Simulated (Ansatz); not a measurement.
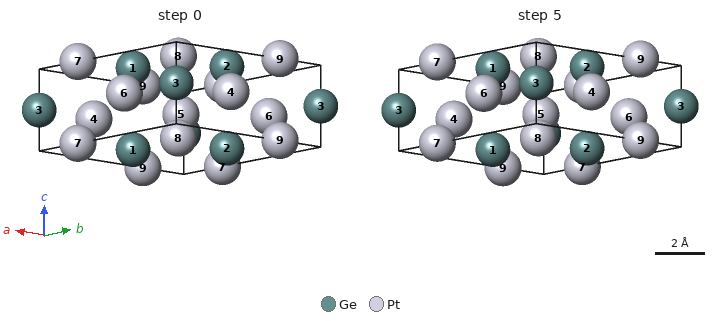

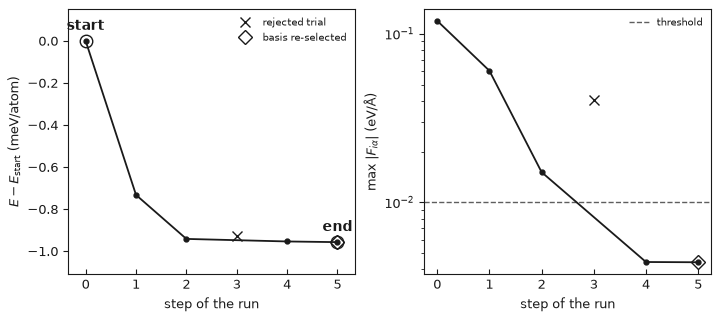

First and last geometry of a relaxation of solid GePt2 (set up in P-62m), with the history of the run. A spheres-only model of the cell of the calculation, seen from a free direction.

Case: volume × 0.97, shape and atoms relaxed.

Method: DFT r2SCAN, scalar-relativistic, plane waves, PAW (Ansatz). (plane-wave cutoff 500 eV; k-point mesh 6 × 6 × 10; occupations gaussian; smearing width 0.1 eV; no spin polarisation; cell relaxed at fixed volume; force threshold 0.01 eV/Å; at most 30 steps)

### What do the curves and the structures tell?

It converged. The largest moves relative to the cell, 0.018 Å, are those of Pt4, Pt5 and Pt6. Pt6 goes along −b. Ge stays in place. The drawn cell changes at constant volume: a = b 6.656 → 6.678 Å (+0.3 %), c 3.521 → 3.498 Å (−0.6 %). Among the contacts that change: Ge3–Pt4 2.519 → 2.545 Å, Ge1–Pt7 2.406 → 2.421 Å, Ge3–Pt7 2.576 → 2.563 Å, Ge1–Pt4 2.729 → 2.721 Å. The space group stays P-62m (No. 189). Over 3 accepted moves (5 points after the start) the energy falls by 1.0 meV per atom. The largest force component goes from 0.12 to 0.0044 eV/Å. The pressure goes from 7.07 to 6.41 GPa. The line search rejected the trial step at point 3 of the run. At 1 point the geometry stayed and the basis and grid were re-selected for the new cell (energy shift of less than 0.05 meV per atom at most each time).
